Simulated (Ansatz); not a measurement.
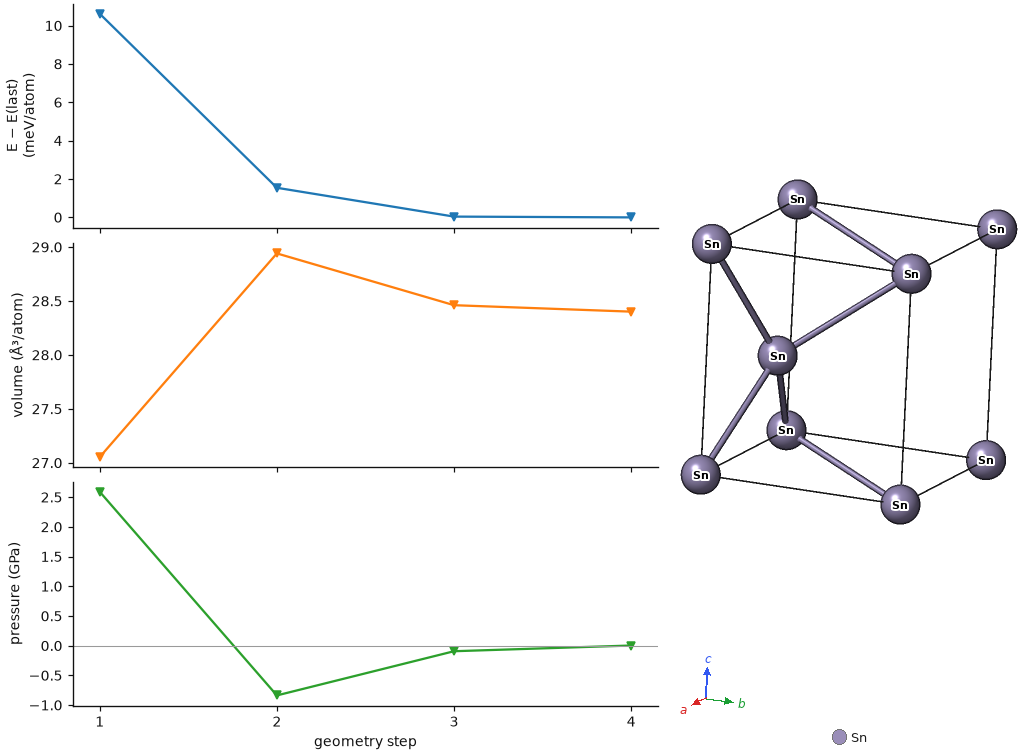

Beside the plot: the structure at the start.

History of a geometry optimisation. Atoms and cell relax. A closing SCF on a freshly chosen basis isn't drawn.

The run: Sn (I4_1/amd, 2 atoms in the cell), by Ansatz, DFT PBE, scalar-relativistic, plane waves, PAW; cutoff 420 eV, 16×16×16 k-mesh, Gaussian smearing of 0.05 eV.

Question: How did it end, and what did it gain?

Answer: The optimisation met its thresholds at geometry 4, counting the start as the first. The energy fell by about 10.5 meV/atom from the first step to the last. All forces vanish by symmetry, so only the cell moves.

Question: What happens to the cell?

Answer: The volume grows from 27.1 to 28.4 Å³ per atom (+5 %), overshooting to 28.9 at step 2, as the pressure goes from 2.6 GPa to about 0 GPa. The start was compressed.
